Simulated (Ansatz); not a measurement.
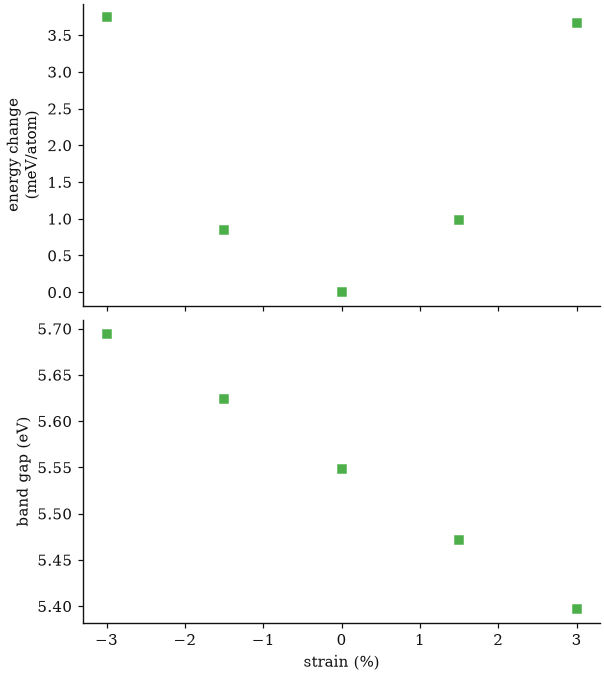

The figure shows the energy change and band gap against strain for SiO₂, space group P4_32_12 (No. 96).

Structure:
```xyz
12
Lattice="4.9483 0.0000 0.0000 0.0000 4.9483 0.0000 0.0000 0.0000 6.8783" Properties=species:S:1:pos:R:3 pbc="T T T"
Si    0.9706    0.9706    0.0000
Si    1.5036    3.4448    5.1587
Si    3.4448    1.5036    1.7196
Si    3.9777    3.9777    3.4392
O     3.0298    3.6495    4.6967
O     1.9185    1.2988    1.2576
O     3.6495    3.0298    2.1816
O     1.1753    4.3927    6.4163
O     1.2988    1.9185    5.6207
O     0.5557    3.7730    3.9011
O     4.3927    1.1753    0.4620
O     3.7730    0.5557    2.9772
```

Method: energy, stress and cell of a relaxed crystal along a series of strains, atoms and what the cell freedom names relaxed within the symmetry; plane waves with PAW datasets, Γ-centred k mesh; energies extrapolated to zero smearing (Ansatz 0.2.0). Level: LDA, no spin polarisation.

wave cutoff 420 eV; k mesh 6×6×4; occupations Gaussian; smearing width 0.02 eV; strain kind biaxial in the ab plane; cell freedom length and tilt of c free.

Is the starting structure at a minimum along this coordinate?

Answer. Yes: the energy rises on both sides of the starting structure, which is therefore a minimum along this path.

How does the band gap respond?

Answer. It stays open and runs from 5.694 eV at strain −3.0 % to 5.397 eV at 3.0 %.
